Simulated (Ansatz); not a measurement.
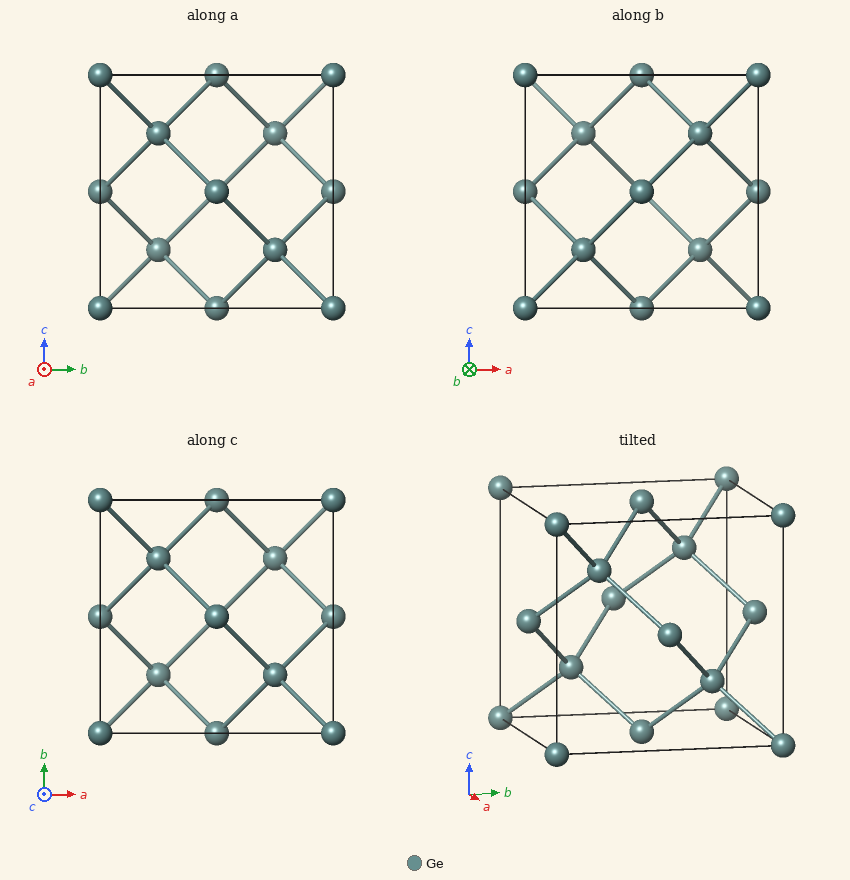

We look at a ball-and-stick model of the crystal along the a axis, along the b axis, along the c axis and slightly off an axis. The lines enclose the conventional unit cell; boundary atoms appear with their images.

Lattice parameters: a = 5.680 Å, b = 5.680 Å, c = 5.680 Å, α = 90.00°, β = 90.00°, γ = 90.00°. Put a along x and b in the xy plane.

Write the structure as a POSCAR file.

Answer.
```
Ge
1.0
     5.680    0.000    0.000
     0.000    5.680    0.000
     0.000    0.000    5.680
Ge
8
Direct
  0.0000 0.0000 0.0000
  0.2500 0.7500 0.7500
  0.0000 0.5000 0.5000
  0.2500 0.2500 0.2500
  0.5000 0.0000 0.5000
  0.7500 0.7500 0.2500
  0.5000 0.5000 0.0000
  0.7500 0.2500 0.7500
```

The initial geometry was a structure type filled with this element by a generator (whether the element takes this form wasn't checked). The structure drawn was relaxed with DFT, PBEsol, plane waves, PAW in Ansatz 0.2.0.
